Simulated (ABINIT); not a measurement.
## Single-point calculation, with input and output: HfO₂ (part 3 of 3)

HfO₂ (P4₂/nmc, 6 atoms in the cell); Kohn-Sham DFT of a periodic cell, PBE, JTH PAW PBE v2.0, no spin polarisation (ABINIT 10.8.3); cutoff 625.86 eV, 6×6×4 k-mesh, fermi-dirac of 0.05 eV. The structure derives from a Materials Project entry.

Geometry of the input (Å; fractional positions):
```
3.5580  0.0000  0.0000
0.0000  3.5580  0.0000
0.0000  0.0000  5.1719
Hf 0.0000  0.0000  0.0000
Hf 0.5000  0.5000  0.5000
O  0.0000  0.5000  0.1972
O  0.5000  0.0000  0.3028
O  0.5000  0.0000  0.8028
O  0.0000  0.5000  0.6972
```

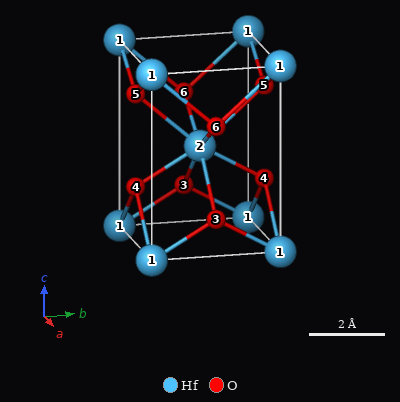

**Figure 1.** The structure as given in the input (ball-and-stick view of the cell of the calculation, seen slightly off an axis; atoms are numbered from 1 in the order of the input).

## What the program printed, continued
```
 cartesian forces (eV/Angstrom) at end:
    1     -0.00000000000000    -0.00000000000000    -0.00000000000000
    2     -0.00000000000000    -0.00000000000000    -0.00000000000000
    3     -0.00000000000000    -0.00000000000000     0.13314315126747
    4     -0.00000000000000    -0.00000000000000    -0.13314315126747
    5     -0.00000000000000    -0.00000000000000    -0.13314315126747
    6     -0.00000000000000    -0.00000000000000     0.13314315126747
 frms,max,avg= 6.2764283E-02 1.3314315E-01   0.000E+00  0.000E+00  0.000E+00 e/A
 length scales=  1.889726125908  1.889726125908  1.889726125908 bohr
              =  1.000000000000  1.000000000000  1.000000000000 angstroms
 Fermi (or HOMO) energy (eV) =   1.71170   Average Vxc (eV)= -11.82259
 Eigenvalues (   eV  ) for nkpt=  30  k points:
 kpt#   1, nband= 29, wtk=  0.00694, kpt=  0.0000  0.0000  0.0000 (reduced coord)
 -60.93718  -60.92027  -29.95855  -29.58086  -29.58086  -29.52151  -29.46897  -29.46897
 -18.72918  -17.11239  -16.74195  -16.14853   -5.99594   -5.42398   -5.22706   -5.22706
  -3.29859   -3.29859   -1.95357   -1.95357   -1.35065   -0.78107   -0.73857   -0.73857
   4.10564    4.11342    5.35773    5.57729    5.89792
 kpt#   2, nband= 29, wtk=  0.02778, kpt=  0.1667  0.0000  0.0000 (reduced coord)
 -60.93465  -60.91997  -29.91874  -29.65540  -29.56993  -29.55629  -29.53345  -29.47304
 -18.47732  -17.04987  -16.76067  -16.25533   -6.02446   -5.30996   -5.03990   -4.49280
  -3.65500   -3.28655   -2.20720   -2.16881   -1.35428   -1.23857   -0.90479   -0.72990
   4.40051    4.56461    5.24372    5.56732    6.52676
 kpt#   3, nband= 29, wtk=  0.02778, kpt=  0.3333  0.0000  0.0000 (reduced coord)
 -60.92871  -60.92027  -29.82349  -29.78806  -29.72200  -29.58733  -29.54262  -29.48665
 -17.89377  -17.05372  -16.76396  -16.46413   -5.52349   -5.12372   -4.50614   -4.22216
  -3.18089   -3.15703   -2.87148   -2.86684   -2.14610   -1.52016   -0.93405   -0.69832
   4.57492    4.80632    5.24397    5.56934    6.79439
 kpt#   4, nband= 29, wtk=  0.01389, kpt=  0.5000  0.0000  0.0000 (reduced coord)
 -60.92311  -60.92308  -29.83847  -29.83845  -29.68388  -29.68388  -29.51121  -29.51119
 -17.34340  -17.34339  -16.65513  -16.65511   -5.10190   -5.10189   -3.82558   -3.82553
  -3.71882   -3.71877   -2.83515   -2.83506   -2.09342   -2.09335   -0.79238   -0.79236
   4.51080    4.51080    5.54066    5.54073    6.87525
 kpt#   5, nband= 29, wtk=  0.02778, kpt=  0.1667  0.1667  0.0000 (reduced coord)
 -60.93226  -60.91955  -29.88223  -29.68681  -29.60465  -29.60304  -29.54171  -29.51243
 -18.23004  -16.96269  -16.78713  -16.36074   -5.89685   -5.15805   -4.92465   -4.27617
  -3.81605   -3.03351   -3.00312   -2.28495   -1.55520   -1.07551   -0.77497   -0.68362
   4.69919    4.75549    5.21435    5.46703    7.14566
 kpt#   6, nband= 29, wtk=  0.05556, kpt=  0.3333  0.1667  0.0000 (reduced coord)
 -60.92676  -60.91944  -29.80537  -29.79896  -29.74889  -29.60497  -29.57337  -29.53681
 -17.66239  -16.91188  -16.81031  -16.55703   -5.31411   -4.91372   -4.90013   -4.44809
  -4.04116   -2.86344   -2.85285   -2.60226   -1.72778   -1.15732   -0.94988   -0.69168
   4.89915    4.94367    5.22485    5.33534    6.91868
 kpt#   7, nband= 29, wtk=  0.02778, kpt=  0.5000  0.1667  0.0000 (reduced coord)
 -60.92172  -60.92169  -29.85566  -29.85564  -29.67666  -29.67666  -29.55889  -29.55887
 -17.15276  -17.15274  -16.71990  -16.71988   -5.04050   -5.04044   -4.58089   -4.58087
  -3.69621   -3.69615   -2.36344   -2.36337   -1.64960   -1.64953   -0.84974   -0.84972
   4.79569    4.79569    5.33422    5.33428    6.92390
 kpt#   8, nband= 29, wtk=  0.02778, kpt=  0.3333  0.3333  0.0000 (reduced coord)
 -60.92243  -60.91821  -29.87779  -29.85371  -29.72703  -29.64333  -29.59685  -29.59603
 -17.14635  -16.88884  -16.75899  -16.67426   -5.76671   -5.33050   -4.61414   -4.34040
  -4.14200   -3.09637   -2.37205   -1.79843   -1.59411   -1.08751   -1.00475   -0.82385
   4.92514    5.12637    5.27476    5.39190    6.79237
 kpt#   9, nband= 29, wtk=  0.02778, kpt=  0.5000  0.3333  0.0000 (reduced coord)
 -60.91893  -60.91890  -29.92163  -29.92163  -29.66416  -29.66416  -29.61570  -29.61570
 -16.89628  -16.89627  -16.71793  -16.71792   -5.95314   -5.95306   -4.06276   -4.06275
  -3.60134   -3.60128   -1.92827   -1.92821   -1.23074   -1.23067   -1.10689   -1.10687
   5.01655    5.01658    5.35796    5.35799    6.97228
 kpt#  10, nband= 29, wtk=  0.00694, kpt=  0.5000  0.5000  0.0000 (reduced coord)
 -60.91752  -60.91748  -29.96873  -29.96873  -29.66127  -29.66127  -29.62421  -29.62421
 -16.94532  -16.94532  -16.53531  -16.53531   -6.37855   -6.37847   -3.56507   -3.56500
  -3.49537   -3.49537   -1.71721   -1.71713   -1.44645   -1.44645   -1.19147   -1.19139
   5.14878    5.14881    5.52827    5.52830    6.67948
 kpt#  11, nband= 29, wtk=  0.01389, kpt=  0.0000  0.0000  0.2500 (reduced coord)
 -60.93470  -60.92271  -29.89929  -29.59070  -29.56454  -29.56454  -29.48548  -29.48548
 -18.47301  -17.08854  -16.98190  -16.29253   -5.44530   -5.06239   -5.06239   -4.85222
  -3.80769   -3.80769   -2.26478   -1.67336   -1.56072   -1.56072   -0.69954   -0.69954
   4.29406    4.42942    5.32041    5.34807    6.63686
 kpt#  12, nband= 29, wtk=  0.05556, kpt=  0.1667  0.0000  0.2500 (reduced coord)
 -60.93249  -60.92212  -29.88202  -29.65075  -29.62263  -29.55587  -29.51432  -29.48725
 -18.26080  -17.11229  -16.88614  -16.36652   -5.55131   -4.99392   -4.91162   -4.17730
  -3.90687   -3.81134   -2.20514   -1.90167   -1.75796   -1.55007   -1.15418   -0.88723
   4.60601    4.61870    5.29643    5.34086    6.96716
 kpt#  13, nband= 29, wtk=  0.05556, kpt=  0.3333  0.0000  0.2500 (reduced coord)
 -60.92750  -60.92151  -29.88851  -29.79869  -29.67677  -29.55450  -29.53444  -29.49482
 -17.80677  -17.24386  -16.67551  -16.48523   -5.19693   -4.90371   -4.50752   -4.07857
  -3.83588   -3.09298   -2.80920   -2.19047   -1.95060   -1.88435   -1.50948   -1.03870
   4.57571    4.99640    5.00710    5.42516    6.88947
 kpt#  14, nband= 29, wtk=  0.02778, kpt=  0.5000  0.0000  0.2500 (reduced coord)
 -60.92310  -60.92307  -29.90164  -29.90162  -29.61728  -29.61727  -29.51113  -29.51111
 -17.44800  -17.44798  -16.55556  -16.55555   -4.88361   -4.88360   -4.04272   -4.04266
  -3.65993   -3.65988   -2.38634   -2.38625   -2.30452   -2.30446   -1.18336   -1.18333
   4.58534    4.58534    5.27654    5.27660    6.85949
 kpt#  15, nband= 29, wtk=  0.05556, kpt=  0.1667  0.1667  0.2500 (reduced coord)
 -60.93039  -60.92141  -29.85828  -29.69119  -29.64874  -29.58381  -29.53328  -29.51910
 -18.04474  -17.03758  -16.87777  -16.44528   -5.45458   -4.90224   -4.89799   -4.25678
  -3.69206   -3.54706   -2.58774   -2.19126   -1.93325   -1.40266   -1.20032   -0.82458
   4.81267    4.82402    5.28267    5.30398    7.20912
 kpt#  16, nband= 29, wtk=  0.11111, kpt=  0.3333  0.1667  0.2500 (reduced coord)
 -60.92569  -60.92051  -29.86180  -29.79939  -29.71194  -29.58509  -29.56038  -29.54885
 -17.58639  -17.10221  -16.70943  -16.56932   -5.00183   -4.94402   -4.60172   -4.46462
  -3.92193   -3.25594   -2.56071   -2.47240   -1.73716   -1.59239   -1.27748   -1.00143
   4.81991    5.03379    5.16355    5.36992    6.93410
 kpt#  17, nband= 29, wtk=  0.05556, kpt=  0.5000  0.1667  0.2500 (reduced coord)
 -60.92171  -60.92168  -29.89048  -29.89046  -29.63903  -29.63903  -29.56007  -29.56006
 -17.25759  -17.25758  -16.61712  -16.61711   -4.90294   -4.90288   -4.33444   -4.33443
  -3.91473   -3.91467   -2.14440   -2.14433   -1.80656   -1.80650   -1.24856   -1.24853
   4.85576    4.85576    5.23656    5.23661    6.88866
 kpt#  18, nband= 29, wtk=  0.05556, kpt=  0.3333  0.3333  0.2500 (reduced coord)
 -60.92181  -60.91881  -29.85274  -29.83513  -29.76826  -29.65892  -29.59388  -29.58809
 -17.11411  -16.93534  -16.74049  -16.68325   -5.52631   -5.13276   -4.45932   -4.35643
  -4.01539   -3.27290   -2.64457   -1.76978   -1.69434   -1.50815   -1.15297   -0.90504
   4.93056    5.11276    5.40759    5.47677    6.93636
 kpt#  19, nband= 29, wtk=  0.05556, kpt=  0.5000  0.3333  0.2500 (reduced coord)
 -60.91892  -60.91889  -29.89526  -29.89525  -29.70164  -29.70163  -29.60659  -29.60659
 -16.91908  -16.91907  -16.69192  -16.69191   -5.67041   -5.67034   -4.10770   -4.10764
  -3.70840   -3.70839   -1.98360   -1.98356   -1.63160   -1.63156   -1.01389   -1.01382
   5.13114    5.13116    5.40574    5.40578    6.90518
 kpt#  20, nband= 29, wtk=  0.01389, kpt=  0.5000  0.5000  0.2500 (reduced coord)
 -60.91752  -60.91749  -29.92518  -29.92518  -29.70783  -29.70783  -29.62506  -29.62506
 -16.88255  -16.88255  -16.59270  -16.59270   -6.04618   -6.04611   -4.07803   -4.07796
  -3.23888   -3.23888   -1.97690   -1.97684   -1.80047   -1.80047   -0.86751   -0.86742
   5.26472    5.26473    5.60004    5.60009    6.75095
 kpt#  21, nband= 29, wtk=  0.00694, kpt=  0.0000  0.0000  0.5000 (reduced coord)
 -60.92873  -60.92869  -29.75007  -29.75007  -29.52790  -29.52790  -29.52235  -29.52235
 -17.82014  -17.82013  -16.64821  -16.64820   -4.69228   -4.69228   -4.41197   -4.41197
  -4.01084   -4.01082   -3.39208   -3.39206   -1.27716   -1.27716   -0.66036   -0.66036
   4.77030    4.77036    5.08271    5.08272    8.08958
 kpt#  22, nband= 29, wtk=  0.02778, kpt=  0.1667  0.0000  0.5000 (reduced coord)
 -60.92732  -60.92729  -29.79768  -29.75978  -29.58144  -29.53662  -29.52405  -29.51925
 -17.71695  -17.69882  -16.66225  -16.62819   -4.78906   -4.71939   -4.59795   -4.37921
  -3.90706   -3.45933   -3.06273   -3.06261   -1.71854   -1.45000   -1.06664   -0.89637
   4.71534    4.92626    5.07875    5.25260    7.42620
 kpt#  23, nband= 29, wtk=  0.02778, kpt=  0.3333  0.0000  0.5000 (reduced coord)
 -60.92451  -60.92448  -29.90322  -29.85803  -29.60297  -29.55148  -29.51600  -29.51321
 -17.58060  -17.54315  -16.59438  -16.52858   -4.74621   -4.73028   -4.38264   -4.29432
  -3.71130   -2.84926   -2.75954   -2.68478   -2.19942   -1.82729   -1.75233   -1.24052
   4.63048    4.74246    5.11922    5.28925    6.98381
 kpt#  24, nband= 29, wtk=  0.01389, kpt=  0.5000  0.0000  0.5000 (reduced coord)
 -60.92312  -60.92309  -29.94355  -29.94353  -29.57206  -29.57206  -29.51118  -29.51116
 -17.53313  -17.53311  -16.47554  -16.47553   -4.61296   -4.61294   -4.24665   -4.24658
  -3.44152   -3.44149   -2.57225   -2.57220   -2.04900   -2.04892   -1.60990   -1.60986
   4.64913    4.64913    5.01397    5.01402    6.91225
 kpt#  25, nband= 29, wtk=  0.02778, kpt=  0.1667  0.1667  0.5000 (reduced coord)
 -60.92592  -60.92589  -29.78641  -29.78641  -29.60171  -29.60169  -29.53092  -29.53091
 -17.56983  -17.56981  -16.66457  -16.66455   -4.79929   -4.79926   -4.53254   -4.53254
  -3.49220   -3.49218   -2.67772   -2.67768   -2.10949   -2.10946   -1.00008   -1.00004
   4.86976    4.86979    5.27654    5.27656    7.49363
 kpt#  26, nband= 29, wtk=  0.05556, kpt=  0.3333  0.1667  0.5000 (reduced coord)
 -60.92310  -60.92307  -29.87676  -29.83831  -29.65463  -29.59971  -29.55572  -29.54123
 -17.39178  -17.35926  -16.64543  -16.59629   -4.83807   -4.75931   -4.44715   -4.33462
  -3.61270   -3.29312   -2.72065   -2.47162   -2.07185   -2.02190   -1.41685   -1.16893
   4.76737    4.97220    5.13233    5.45531    7.05280
 kpt#  27, nband= 29, wtk=  0.02778, kpt=  0.5000  0.1667  0.5000 (reduced coord)
 -60.92170  -60.92166  -29.91719  -29.91718  -29.60782  -29.60781  -29.56286  -29.56285
 -17.33604  -17.33603  -16.54073  -16.54072   -4.68302   -4.68295   -4.29069   -4.29065
  -3.87614   -3.87611   -2.10034   -2.10031   -1.93813   -1.93806   -1.62125   -1.62119
   4.90042    4.90043    5.14411    5.14417    6.90645
 kpt#  28, nband= 29, wtk=  0.02778, kpt=  0.3333  0.3333  0.5000 (reduced coord)
 -60.92031  -60.92028  -29.82206  -29.82205  -29.74719  -29.74717  -29.58042  -29.58042
 -17.03065  -17.03064  -16.70826  -16.70825   -5.00889   -5.00884   -4.54248   -4.54245
  -3.25418   -3.25416   -2.95644   -2.95642   -1.47548   -1.47545   -1.20278   -1.20273
   4.99595    4.99598    5.55412    5.55415    7.14025
 kpt#  29, nband= 29, wtk=  0.02778, kpt=  0.5000  0.3333  0.5000 (reduced coord)
 -60.91892  -60.91889  -29.85639  -29.85637  -29.74685  -29.74683  -29.60237  -29.60237
 -16.93735  -16.93734  -16.67046  -16.67045   -5.03643   -5.03634   -4.81019   -4.81012
  -3.34129   -3.34129   -2.39587   -2.39584   -1.75441   -1.75436   -1.00054   -1.00046
   5.23635    5.23635    5.44462    5.44468    6.86225
 kpt#  30, nband= 29, wtk=  0.00694, kpt=  0.5000  0.5000  0.5000 (reduced coord)
 -60.91753  -60.91749  -29.81808  -29.81808  -29.81806  -29.81806  -29.62585  -29.62585
 -16.73495  -16.73495  -16.73493  -16.73493   -5.15702   -5.15693   -5.15138   -5.15131
  -2.56707   -2.56707   -2.56705   -2.56705   -2.07079   -2.07074   -0.70416   -0.70407
   5.36184    5.36185    5.68896    5.68903    6.80989
 Total charge density [el/Bohr^3]
)     Maximum=    1.0618E+00  at reduced coord.    0.5111    0.0000    0.8000
)Next maximum=    1.0618E+00  at reduced coord.    0.4889    0.0000    0.8000
)     Minimum=    3.6953E-03  at reduced coord.    0.0000    0.0000    0.5000
)Next minimum=    3.7173E-03  at reduced coord.    0.4889    0.4889    0.0000
   Integrated=    4.8000E+01

--- !EnergyTerms
iteration_state     : {dtset: 1, }
comment             : Components of total free energy in Hartree
kinetic             :  4.12379844860621E+01
hartree             :  2.69685661727517E+01
xc                  : -3.00372687765380E+01
Ewald energy        : -1.34893080225108E+02
psp_core            :  2.21648337872475E+01
local_psp           : -5.53656392222451E+01
PAW spherical_terms : -3.52000144592114E+01
internal            : -1.65124618237041E+02
'-kT*entropy'       :  3.75981243595613E-15
total_energy        : -1.65124618237041E+02
total_energy_eV     : -4.49326976556827E+03
...

--- !EnergyTermsDC
iteration_state     : {dtset: 1, }
comment             : '"Double-counting" decomposition of free energy'
band_energy         : -2.97339905279446E+01
Ewald energy        : -1.34893080225108E+02
psp_core            :  2.21648337872475E+01
xc_dc               : -3.35772534280479E+01
PAW spherical_terms :  1.09148578215443E+01
internal            : -1.65124632572308E+02
'-kT*entropy'       :  3.75981243595613E-15
total_energy_dc     : -1.65124632572308E+02
total_energy_dc_eV  : -4.49327015565077E+03
...

--- !EnergyTermsWithPAWCore
iteration_state     : {dtset: 1, }
comment             : 'Components of total free energy, including PAW core contributions'
Total energy        : -3.04584743781483E+04
Total energy DC     : -3.04584743924836E+04
Total energy (eV)   : -8.28817310767110E+05
Total energy DC (eV): -8.28817311157193E+05
...

 Cartesian components of stress tensor (hartree/bohr^3)
  sigma(1 1)= -2.42593902E-04  sigma(3 2)=  0.00000000E+00
  sigma(2 2)= -2.42593902E-04  sigma(3 1)=  0.00000000E+00
  sigma(3 3)= -2.11445894E-04  sigma(2 1)=  0.00000000E+00

-Cartesian components of stress tensor (GPa)         [Pressure=  6.8319E+00 GPa]
- sigma(1 1)= -7.13735901E+00  sigma(3 2)=  0.00000000E+00
- sigma(2 2)= -7.13735901E+00  sigma(3 1)=  0.00000000E+00
- sigma(3 3)= -6.22095297E+00  sigma(2 1)=  0.00000000E+00

== END DATASET(S) ==============================================================
================================================================================

 -outvars: echo values of variables after computation  --------
            acell      1.8897261259E+00  1.8897261259E+00  1.8897261259E+00 Bohr
           etotal     -1.6512463257E+02
            fcart     -0.0000000000E+00 -0.0000000000E+00 -1.4456028961E-19
                      -0.0000000000E+00 -0.0000000000E+00 -1.4456028963E-19
                      -0.0000000000E+00 -0.0000000000E+00  2.5892220541E-03
                      -0.0000000000E+00 -0.0000000000E+00 -2.5892220541E-03
                      -0.0000000000E+00 -0.0000000000E+00 -2.5892220541E-03
                      -0.0000000000E+00 -0.0000000000E+00  2.5892220541E-03
            rprim      3.5580193300E+00  0.0000000000E+00  0.0000000000E+00
                       0.0000000000E+00  3.5580193300E+00  0.0000000000E+00
                       0.0000000000E+00  0.0000000000E+00  5.1718612100E+00
           strten     -2.4259390183E-04 -2.4259390183E-04 -2.1144589366E-04
                       0.0000000000E+00  0.0000000000E+00  0.0000000000E+00
           xangst      0.0000000000E+00  0.0000000000E+00  0.0000000000E+00
                       1.7790096650E+00  1.7790096650E+00  2.5859306050E+00
                       0.0000000000E+00  1.7790096650E+00  1.0199317849E+00
                       1.7790096650E+00  0.0000000000E+00  1.5659988201E+00
                       1.7790096650E+00  0.0000000000E+00  4.1519294251E+00
                       0.0000000000E+00  1.7790096650E+00  3.6058623899E+00
             xred      0.0000000000E+00  0.0000000000E+00  0.0000000000E+00
                       5.0000000000E-01  5.0000000000E-01  5.0000000000E-01
                       0.0000000000E+00  5.0000000000E-01  1.9720788000E-01
                       5.0000000000E-01  0.0000000000E+00  3.0279212000E-01
                       5.0000000000E-01  0.0000000000E+00  8.0279212000E-01
                       0.0000000000E+00  5.0000000000E-01  6.9720788000E-01
 Calculation completed.
```

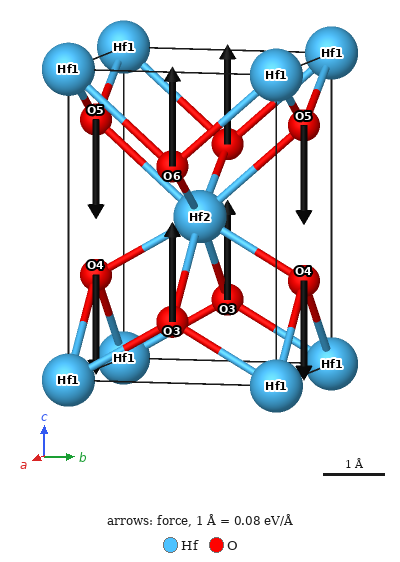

**Figure 2.** Forces on the atoms as black arrows (ball-and-stick view of the cell of the calculation, seen slightly off an axis; atoms are numbered from 1 in the order of the input). The largest act on all 4 O atoms (0.13 eV/Å). The geometry is not a stationary point of this energy.

## Results in brief

| quantity | value |
| --- | --- |
| outcome | converged |
| space group (tolerance 0.01 Å) | P4₂/nmc (137) |
| electrons treated | 48 |
| free energy | −4493.2702 eV |
| Fermi energy | 1.712 eV |
| gap on the k-point mesh | 4.77 eV |
| pressure | 6.83 GPa |
| largest force (length of the vector) | 0.133 eV/Å |
| hardware | 1 thread of Arm Neoverse V1, 24 GiB of memory available, shared host |
| wall time | 1.8 min |
| peak memory | 0.18 GiB |

## Notes

Spin–orbit coupling is left out, which matters for Hf. The cell is under a pressure of 6.8 GPa at this level, so it is not at its equilibrium volume.
